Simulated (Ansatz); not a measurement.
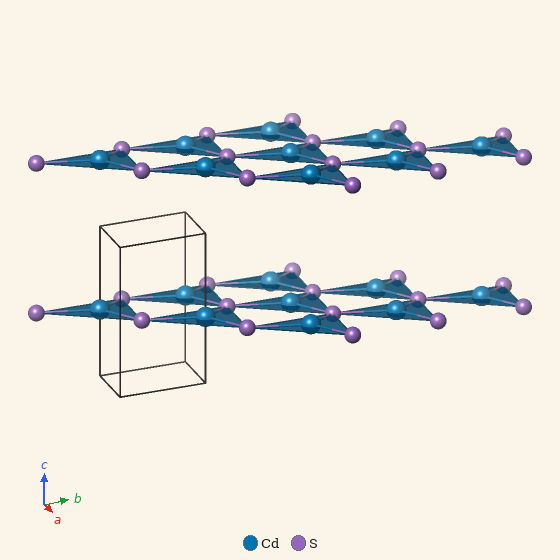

Polyhedra are drawn about Cd (bonds: Cd–S below 2.8 Å); other atoms are plain spheres.

CdS (space group P3m1, No. 156). Coordinates: the input geometry of an electronic-structure calculation (not necessarily at equilibrium).

What figure surrounds each Cd atom, and what does it share with the other drawn polyhedra?

Answer. Cd: CdS3 triangle, sharing corners with six neighbours.

How do these polyhedra hang together as a whole?

Answer. They form layers of corner-sharing triangles parallel to (001).

How far apart are the centres of linked polyhedra?

Answer. Centre to centre across a shared corner: 4.26 Å.
